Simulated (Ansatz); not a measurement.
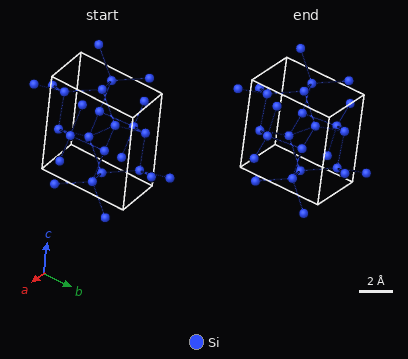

The structure of a crystal of Si (set up in R-3) before (left) and after (right) a relaxation, at one scale.

Style: ball-and-stick. Shown: the cell of the calculation, slightly off an axis.

Computed with DFT r2SCAN, scalar-relativistic, plane waves, PAW (Ansatz). Settings: plane-wave cutoff 500 eV; k-point mesh 6 × 6 × 6; occupations gaussian; smearing width 0.15 eV; no spin polarisation.

> What changed between the two?

The largest moves relative to the cell, 0.13 Å, are those of Si atoms. The drawn cell changes as follows: a 5.763 → 6.069 Å (+5.3 %), b 5.763 → 5.567 Å (−3.4 %), c 5.763 → 5.470 Å (−5.1 %), α 109.8° → 106.5°, β 109.8° → 109.0°, γ 109.8° → 117.9°; the volume changes by −9.5 %. Some distances before and after: Si–Si 3.259 → 2.845 Å, Si–Si 2.378 → 2.290 Å, Si–Si 2.387 → 2.307 Å, Si–Si 2.387 → 2.338 Å. Bond angles that change, for instance: Si–Si–Si 116.0° → 103.1°, Si–Si–Si 119.2° → 130.5°, Si–Si–Si 105.3° → 116.1°. The space group (tolerance 0.01 Å) goes from R-3 (No. 148) to P-1 (No. 2).
